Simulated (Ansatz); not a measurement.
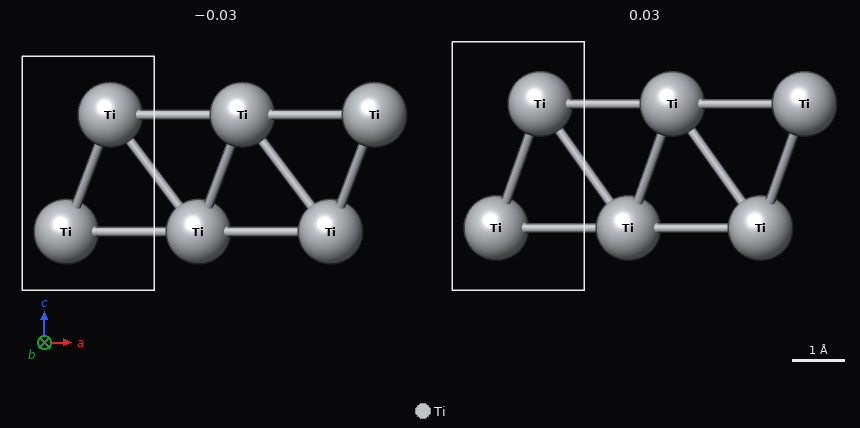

Crystalline Ti (set up in P6_3/mmc), under strain along c alone (the other axes held, atoms fixed by symmetry), with energies (extrapolated to zero smearing) counted from the relaxed crystal, which is the row at zero. The picture shows the first and the last member. The picture is a ball-and-stick view of the cell of the calculation, repeated 3 × 1 × 1 with one cell outlined, seen along the b axis.

Computed with Ansatz 0.2.0: DFT r2SCAN, scalar-relativistic, plane waves, PAW. Set-up: plane-wave cutoff 500 eV; k-point mesh 24 × 24 × 12; occupations gaussian; smearing width 0.1 eV; no spin polarisation.

```
strain  energy (meV/atom)  a (Å)  c (Å)
 −0.03              10.03  2.936  4.497
 −0.02               4.34  2.936  4.543
 −0.01               1.07  2.936  4.590
   0.0               0.00  2.936  4.636
  0.01               0.99  2.936  4.683
  0.02                  ?      ?      ?
  0.03               9.16  2.936  4.775
```

### One row is withheld. What does the calculation give there?

A parabola through three neighbouring rows (0.0, 0.01, 0.03) gives, with Lagrange weights, (−0.3333)(0.00) + (1.0000)(0.99) + (0.3333)(9.16) = 4.04 meV/atom. The calculation gives 4.08 meV/atom (a = 2.936 Å, c = 4.729 Å). The estimate is 0.04 meV/atom too low. From the first member to the last: Ti–Ti 2.816 → 2.928 Å.

The whole series:

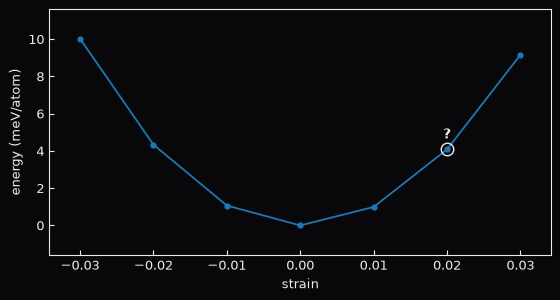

Each member starts from this one structure; whether another phase lies lower wasn't checked.
